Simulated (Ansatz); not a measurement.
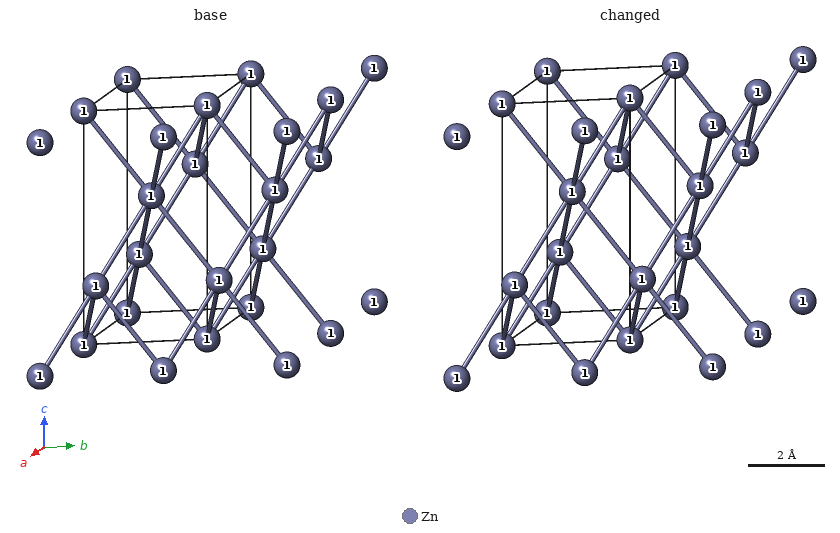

Left: a symmetric starting cell of Zn (made from another compound by putting Zn in place of Hg). Right: the same structure after one change, at the same scale. A ball-and-stick model of the conventional cell (3 times the calculation's cell), repeated 2 × 2 × 1 with one cell outlined, seen slightly off an axis. Lengths and directions refer to the drawn axes.

Level of theory: Ansatz 0.2.0, DFT PBE, scalar-relativistic, plane waves, PAW. (plane-wave cutoff 420 eV; k-point mesh 15 × 15 × 15; occupations gaussian; smearing width 0.1 eV; no spin polarisation)

Q: What was changed?

A: All lengths are scaled by +3.5 % (volume +11.0 %), the atoms keeping their fractional coordinates. No relaxation follows. The starting cell wasn't computed here and needn't be at equilibrium, so pressure and forces aren't due to the change alone.

Q: What does the change do?

A: The pressure is −8.3 GPa (not all of it need come from the change, since the unchanged cell can be under pressure at this level too). The principal stresses (compression positive) are −9.0 GPa along c and −8.0 GPa across it. All forces vanish by symmetry. Among the bonded contacts that change: Zn–Zn 2.861 → 2.962 Å. The space group stays R-3m (No. 166).
